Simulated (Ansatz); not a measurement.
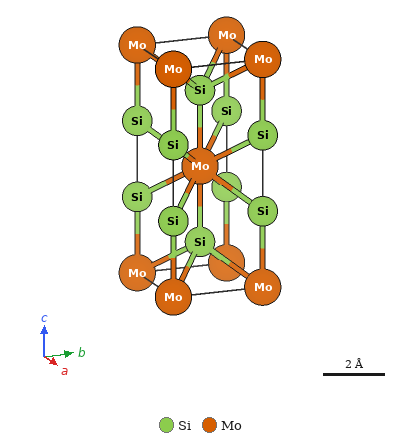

*The input geometry (ball-and-stick view of the cell 2 times as large as that of the calculation, set on its symmetry axes, seen slightly off an axis). An atom can appear more than once, as a periodic image.*

# Geometry relaxation, with input and output: MoSi2 (part 1 of 2)

The run: geometry relaxation of MoSi2 (I4/mmm, 3 atoms in the cell). Method and program: DFT PBEsol, scalar-relativistic, plane waves, PAW, no spin polarisation (Ansatz 0.2.0).

The structure derives from an entry of the Crystallography Open Database.

Log:
```
Engine: ansatz 0.2.0, x86_64-unknown-linux-gnu
Pseudopotentials: kind: paw
Pseudopotential: Si, paw, valence charge 4, recommended cutoff 420 eV (normal), Si.paw.azcp
Pseudopotential: Mo, paw, valence charge 14, recommended cutoff 420 eV (normal), Mo.paw.azcp
Functional definition: PBEsol
  exchange = pbesol_x
  correlation = pbesol_c
Crystal: 3 atoms, lattice volume = 40.248 Å³
Basis set: ecut = 420 eV, 769 PW (Γ), exchange–correlation on 64×64×64 points (8 copies of the dense FFT grid, shifted against one another)
Bands: 15, of which v1, the nominal top of the filled ones, is band 11 counted from 1 (10 counted from 0)
Symmetry: 16 space group operations
Space group: I4/mmm (ITA 139), of the structure as read, at distance tolerance 3.4e-5 Å
k-points: 480 of 5832
Non-local potential: Si, projectors of the file, l = 0: 2, l = 1: 2, l = 2: 2
Non-local potential: Mo, projectors of the file, l = 0: 3, l = 1: 2, l = 2: 2, l = 3: 1
PAW form: soft (Blöchl's): semilocal exchange-correlation on the pseudo side does not see the compensation charge
PAW frozen core: Si, regenerated for the run's functional, and the local potential with it (the file was generated under x = pbe(κ = 0.804, μ = 0.2195149727645171), c = pbe(β = 0.06672455060314922))
PAW frozen core: Mo, regenerated for the run's functional, and the local potential with it (the file was generated under x = pbe(κ = 0.804, μ = 0.2195149727645171), c = pbe(β = 0.06672455060314922))
PAW one-centre angular grid: Si, 110 points (default); XC on 64 Gauss nodes
PAW one-centre angular grid: Mo, 590 points (default); XC on 64 Gauss nodes
Initial density: superposition of atomic densities (neutral atoms: chi_scale 0, normalization atom), corrected by the library's trained network
Initial wavefunctions: pseudopotential atomic-orbital guess
Functional: x = pbesol(κ = 0.804, μ = 0.12345679012345678), c = pbesol(β = 0.046)
SCF iter   1: F=—  HF=-6142.259852 eV  |F-HF|=—  |Δ(HF+E_count)|=         —  Δρ=5.47e-3  dr2=8.75e-3  ethr=1.77e-3  ⟨swp⟩=5.1  Hψ=40767  notcnv=0
preconditioner: auto → Kerker (q_TF=auto, 2.467 Å⁻¹)  [metal: Δε(μ)=0.058 eV  Ē_g=7.724 eV  σ=0.100 eV  W_gap=0.31  n_scr=10 (ndim 8)  ℏωp=21.9 eV  f_vac=0.000  D(μ)=0.21/eV (n_scr^D=0)]
SCF iter   2: F=—  HF=-6142.258198 eV  |F-HF|=—  |Δ(HF+E_count)|=   1.65e-3  Δρ=2.75e-3  dr2=2.09e-3  ethr=3.98e-5  ⟨swp⟩=1.2  Hψ=11398  notcnv=0
SCF iter   3: F=—  HF=-6142.257700 eV  |F-HF|=—  |Δ(HF+E_count)|=   4.98e-4  Δρ=6.47e-4  dr2=1.99e-4  ethr=9.49e-6  ⟨swp⟩=2.1  Hψ=12066  notcnv=0
SCF iter   4: F=—  HF=-6142.257650 eV  |F-HF|=—  |Δ(HF+E_count)|=   4.96e-5  Δρ=1.34e-4  dr2=6.70e-6  ethr=9.03e-7  ⟨swp⟩=2.5  Hψ=10622  notcnv=0
SCF iter   5: F=—  HF=-6142.257646 eV  |F-HF|=—  |Δ(HF+E_count)|=   4.38e-6  Δρ=2.22e-5  dr2=1.92e-7  ethr=3.05e-8  ⟨swp⟩=2.0  Hψ=10028  notcnv=0
SCF iter   6: F=-6142.257646 eV  HF=-6142.257646 eV  |F-HF|=1.38e-9  |Δ(HF+E_count)|=   2.80e-8  Δρ=3.24e-6  dr2=3.23e-9  ethr=4.55e-10  ⟨swp⟩=8.2  Hψ=45457  notcnv=0
SCF 1 converged in 6 iterations: F = -6142.257646 eV  dr2 = 3.23e-9
  greatest PAW one-centre occupation: 0.999 electrons in one spin orbital (limit 2), on the Mo atom at site 2 (counted from 0), in its partial waves of l = 0
relax step   1: F+E_penalty+E_count = -6142.25764577 eV  Δ(F+E_penalty+E_count) = +0.000e0 eV  max|allowed force component| = 3.319e-1 eV/Å  Δτ_max = 0.0000 Å  P = -2.741 GPa  Ω = 40.248 Å³  (6 SCF iters, dr2 threshold 1.00e-7 eV, accepted)
Crystal: 3 atoms, lattice volume = 39.620 Å³
Initial density: handed on by an earlier stage of this run
Initial wavefunctions: those handed on with the density
iter 1 solved again at ethr=2.80e-6 eV; its pass at ethr=3.10e-3 eV (dr2=6.17e-4 eV) is discarded
SCF iter   1: F=—  HF=-6142.267029 eV  |F-HF|=—  |Δ(HF+E_count)|=         —  Δρ=1.31e-3  dr2=6.35e-4  ethr=2.80e-6  ⟨swp⟩=1.4  Hψ=44633  notcnv=0
preconditioner: auto → Kerker (q_TF=auto, 2.473 Å⁻¹)  [metal: Δε(μ)=0.063 eV  Ē_g=7.830 eV  σ=0.100 eV  W_gap=0.31  n_scr=10 (ndim 8)  ℏωp=22.1 eV  f_vac=0.000  D(μ)=0.24/eV (n_scr^D=0)]
SCF iter   2: F=—  HF=-6142.266896 eV  |F-HF|=—  |Δ(HF+E_count)|=   1.33e-4  Δρ=7.80e-4  dr2=2.60e-4  ethr=2.80e-6  ⟨swp⟩=1.0  Hψ=7200  notcnv=0
SCF iter   3: F=—  HF=-6142.266811 eV  |F-HF|=—  |Δ(HF+E_count)|=   8.53e-5  Δρ=9.87e-5  dr2=4.34e-6  ethr=1.18e-6  ⟨swp⟩=2.1  Hψ=9968  notcnv=0
SCF iter   4: F=—  HF=-6142.266810 eV  |F-HF|=—  |Δ(HF+E_count)|=   8.69e-7  Δρ=2.93e-5  dr2=5.30e-7  ethr=1.97e-8  ⟨swp⟩=2.4  Hψ=11206  notcnv=0
SCF iter   5: F=-6142.266810 eV  HF=-6142.266810 eV  |F-HF|=1.35e-8  |Δ(HF+E_count)|=   1.15e-7  Δρ=7.89e-6  dr2=2.63e-8  ethr=1.36e-9  ⟨swp⟩=8.6  Hψ=44745  notcnv=0
SCF 2 converged in 5 iterations: F = -6142.266810 eV  dr2 = 2.63e-8
relax step   2: F+E_penalty+E_count = -6142.26680982 eV  Δ(F+E_penalty+E_count) = -9.164e-3 eV  max|allowed force component| = 2.446e-2 eV/Å  Δτ_max = 0.0145 Å  P = +0.978 GPa  Ω = 39.620 Å³  energy of the carried Pulay correction = +1.352e-4 eV  (5 SCF iters, dr2 threshold 3.00e-7 eV, accepted)
Crystal: 3 atoms, lattice volume = 39.797 Å³
iter 1 solved again at ethr=3.37e-7 eV; its pass at ethr=3.10e-3 eV (dr2=7.41e-5 eV) is discarded
SCF iter   1: F=—  HF=-6142.267372 eV  |F-HF|=—  |Δ(HF+E_count)|=         —  Δρ=3.24e-4  dr2=6.85e-5  ethr=3.37e-7  ⟨swp⟩=2.5  Hψ=43495  notcnv=0
preconditioner: auto → Kerker (q_TF=auto, 2.472 Å⁻¹)  [metal: Δε(μ)=0.004 eV  Ē_g=7.798 eV  σ=0.100 eV  W_gap=0.02  n_scr=10 (ndim 8)  ℏωp=22.0 eV  f_vac=0.000  D(μ)=0.24/eV (n_scr^D=0)]
SCF iter   2: F=—  HF=-6142.267356 eV  |F-HF|=—  |Δ(HF+E_count)|=   1.60e-5  Δρ=1.51e-4  dr2=7.04e-6  ethr=3.11e-7  ⟨swp⟩=2.2  Hψ=8781  notcnv=0
SCF iter   3: F=—  HF=-6142.267355 eV  |F-HF|=—  |Δ(HF+E_count)|=   1.36e-6  Δρ=6.22e-5  dr2=1.44e-6  ethr=3.20e-8  ⟨swp⟩=1.7  Hψ=10271  notcnv=0
SCF iter   4: F=-6142.267355 eV  HF=-6142.267355 eV  |F-HF|=1.42e-8  |Δ(HF+E_count)|=   3.21e-7  Δρ=8.15e-6  dr2=2.51e-8  ethr=1.36e-9  ⟨swp⟩=9.0  Hψ=49224  notcnv=0
SCF 3 converged in 4 iterations: F = -6142.267355 eV  dr2 = 2.51e-8
relax step   3: F+E_penalty+E_count = -6142.26735455 eV  Δ(F+E_penalty+E_count) = -5.447e-4 eV  max|allowed force component| = 7.181e-3 eV/Å  Δτ_max = 0.0014 Å  P = +0.006 GPa  Ω = 39.797 Å³  energy of the carried Pulay correction = +9.699e-5 eV  (4 SCF iters, dr2 threshold 3.00e-7 eV, accepted)
iter 1 solved again at ethr=2.28e-8 eV; its pass at ethr=3.10e-3 eV (dr2=5.01e-6 eV) is discarded
SCF iter   1: F=—  HF=-6142.267372 eV  |F-HF|=—  |Δ(HF+E_count)|=         —  Δρ=9.26e-5  dr2=6.87e-6  ethr=2.28e-8  ⟨swp⟩=2.0  Hψ=43007  notcnv=0
preconditioner: auto → Kerker (q_TF=auto, 2.472 Å⁻¹)  [metal: Δε(μ)=0.005 eV  Ē_g=7.798 eV  σ=0.100 eV  W_gap=0.03  n_scr=10 (ndim 8)  ℏωp=22.0 eV  f_vac=0.000  D(μ)=0.24/eV (n_scr^D=0)]
SCF iter   2: F=—  HF=-6142.267368 eV  |F-HF|=—  |Δ(HF+E_count)|=   3.82e-6  Δρ=5.04e-5  dr2=2.00e-6  ethr=2.28e-8  ⟨swp⟩=1.9  Hψ=9097  notcnv=0
SCF iter   3: F=—  HF=-6142.267367 eV  |F-HF|=—  |Δ(HF+E_count)|=   7.01e-7  Δρ=1.64e-5  dr2=2.56e-7  ethr=9.09e-9  ⟨swp⟩=2.5  Hψ=11074  notcnv=0
SCF iter   4: F=-6142.267367 eV  HF=-6142.267367 eV  |F-HF|=1.32e-9  |Δ(HF+E_count)|=   6.59e-8  Δρ=3.31e-6  dr2=3.08e-9  ethr=2.71e-10  ⟨swp⟩=7.7  Hψ=38992  notcnv=0
SCF 4 converged in 4 iterations: F = -6142.267367 eV  dr2 = 3.08e-9
relax step   4: F+E_penalty+E_count = -6142.26736697 eV  Δ(F+E_penalty+E_count) = -1.243e-5 eV  max|allowed force component| = 1.589e-3 eV/Å  Δτ_max = 0.0003 Å  P = -0.004 GPa  Ω = 39.797 Å³  energy of the carried Pulay correction = +9.689e-5 eV  (4 SCF iters, dr2 threshold 5.96e-8 eV, accepted)
Initial wavefunctions: pseudopotential atomic-orbital guess (no wavefunctions were taken with the density)
iter 1 solved again at ethr=2.86e-8 eV; its pass at ethr=3.10e-3 eV (dr2=6.30e-6 eV) is discarded
SCF iter   1: F=—  HF=-6142.267277 eV  |F-HF|=—  |Δ(HF+E_count)|=         —  Δρ=1.33e-5  dr2=1.11e-8  ethr=2.86e-8  ⟨swp⟩=3.2  Hψ=62179  notcnv=0
preconditioner: auto → Kerker (q_TF=auto, 2.472 Å⁻¹)  [metal: Δε(μ)=0.005 eV  Ē_g=7.799 eV  σ=0.100 eV  W_gap=0.03  n_scr=10 (ndim 8)  ℏωp=22.0 eV  f_vac=0.000  D(μ)=0.24/eV (n_scr^D=0)]
SCF iter   2: F=—  HF=-6142.267274 eV  |F-HF|=—  |Δ(HF+E_count)|=   2.54e-6  Δρ=7.01e-6  dr2=3.44e-9  ethr=5.04e-11  ⟨swp⟩=2.2  Hψ=11928  notcnv=0
SCF iter   3: F=—  HF=-6142.267274 eV  |F-HF|=—  |Δ(HF+E_count)|=   1.41e-9  Δρ=4.58e-7  dr2=7.18e-11  ethr=1.56e-11  ⟨swp⟩=3.0  Hψ=12430  notcnv=0
SCF iter   4: F=-6142.267274 eV  HF=-6142.267274 eV  |F-HF|=2.64e-11  |Δ(HF+E_count)|=  1.64e-11  Δρ=2.16e-7  dr2=2.95e-11  ethr=1.00e-12  ⟨swp⟩=5.6  Hψ=30429  notcnv=0
SCF 5 converged in 4 iterations: F = -6142.267274 eV  dr2 = 2.95e-11
relax step   5: F+E_penalty+E_count = -6142.26727421 eV  Δ(F+E_penalty+E_count) = +9.276e-5 eV  max|allowed force component| = 1.558e-3 eV/Å  Δτ_max = 0.0000 Å  P = -0.006 GPa  Ω = 39.797 Å³  stress off target by 4.21e-2 GPa  SCF on the basis re-selected at this cell (its energy is not comparable with the rows above)  (4 SCF iters)
```

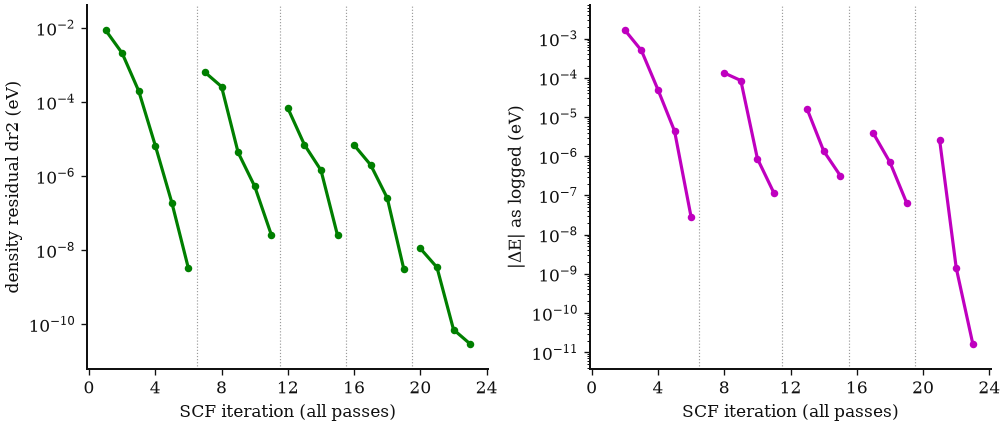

*Convergence of the self-consistent field: density residual dr2 and size of the energy change against the SCF iteration. The dotted lines part the SCF passes of the relaxation: geometry steps, rejected trials and re-solves on a re-selected basis.*

The 5 passes take 4 to 6 iterations each, 23 in all.

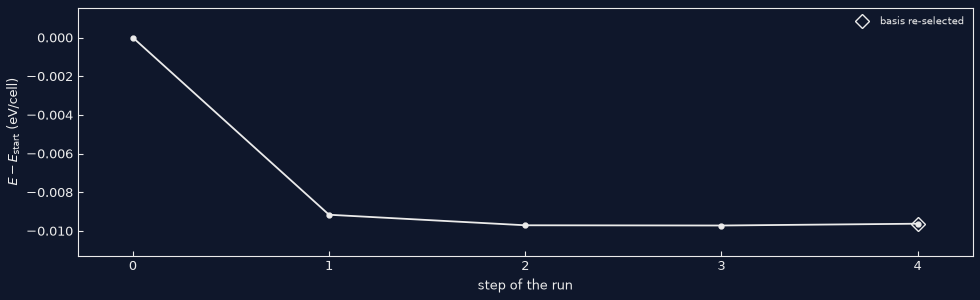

*Progress of the relaxation, step by step (the first geometry is step 0 here and step 1 in the log).*
